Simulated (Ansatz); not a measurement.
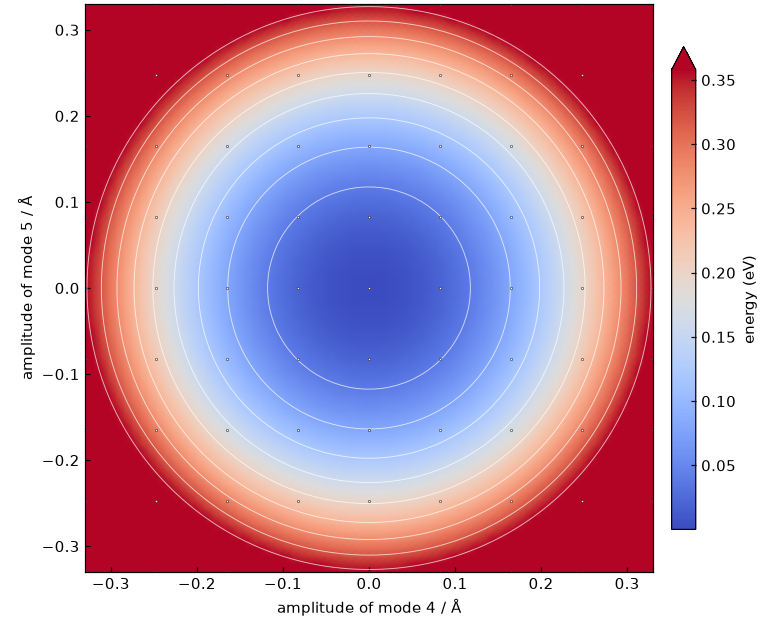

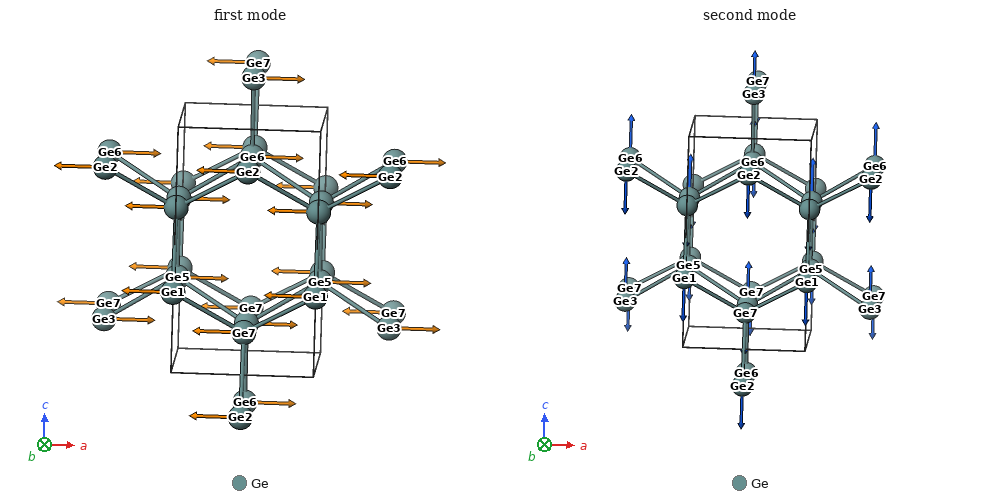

Energy landscape of Ge (P6_3/mmc, No. 194; 8 atoms in the cell). The energy is mapped over two normal modes frozen in (zone-centre modes of the 8-atom cell of this scan, which folds in the wave vector (0, 1/2, 0) of the primitive cell). First axis: amplitude of mode 4 (51 cm⁻¹), largest displacement. Second axis: amplitude of mode 5 (51 cm⁻¹), largest displacement. Nothing is relaxed (the cell and all other modes fixed). The scan uses a 9 × 9 grid; 25 points were computed and 56 follow by symmetry. Points are written as (first, second). All energies are given in eV per cell relative to the lowest grid point. The lowest point has no gap; 48 points of the grid have one on the k-mesh. All numbers below come from Ansatz, DFT PBEsol, scalar-relativistic, plane waves, PAW. Settings: cutoff 420 eV, k-mesh 10×6×6 in the order of the run's cell vectors, gaussian smearing 0.15 eV, no spin polarisation.

Drawn: a smooth colour map with a few white contour lines, dots at the grid points, one colour for all values above the top of the scale. Between grid points the surface is interpolated. The second picture is the structure at the lowest point

**Where are the wells?**

The lowest grid point is at (0.000 Å, 0.000 Å). No other kind of well shows on this grid. The highest grid point, (−0.330 Å, −0.330 Å), lies 0.782 eV above the lowest.

Grid values (eV):

| second ↓, first → | −0.330 | −0.247 | −0.165 | −0.083 | 0.000 | 0.083 | 0.165 | 0.247 | 0.330 |
| --- | --- | --- | --- | --- | --- | --- | --- | --- | --- |
| 0.330 | 0.782 | 0.599 | 0.469 | 0.392 | 0.367 | 0.392 | 0.469 | 0.599 | 0.782 |
| 0.247 | 0.599 | 0.417 | 0.291 | 0.218 | 0.195 | 0.218 | 0.291 | 0.417 | 0.599 |
| 0.165 | 0.468 | 0.291 | 0.171 | 0.103 | 0.081 | 0.103 | 0.171 | 0.291 | 0.468 |
| 0.083 | 0.391 | 0.217 | 0.103 | 0.039 | 0.019 | 0.039 | 0.103 | 0.217 | 0.391 |
| 0.000 | 0.366 | 0.194 | 0.081 | 0.019 | 0.000 | 0.019 | 0.081 | 0.194 | 0.366 |
| −0.083 | 0.391 | 0.217 | 0.103 | 0.039 | 0.019 | 0.039 | 0.103 | 0.217 | 0.391 |
| −0.165 | 0.468 | 0.291 | 0.171 | 0.103 | 0.081 | 0.103 | 0.171 | 0.291 | 0.468 |
| −0.247 | 0.599 | 0.417 | 0.291 | 0.218 | 0.195 | 0.218 | 0.291 | 0.417 | 0.599 |
| −0.330 | 0.782 | 0.599 | 0.469 | 0.392 | 0.367 | 0.392 | 0.469 | 0.599 | 0.782 |

Time for the 25 points that were run: 22 min on 4 threads of Arm Neoverse V1, on a shared host.

PAW datasets: the set soft_1.
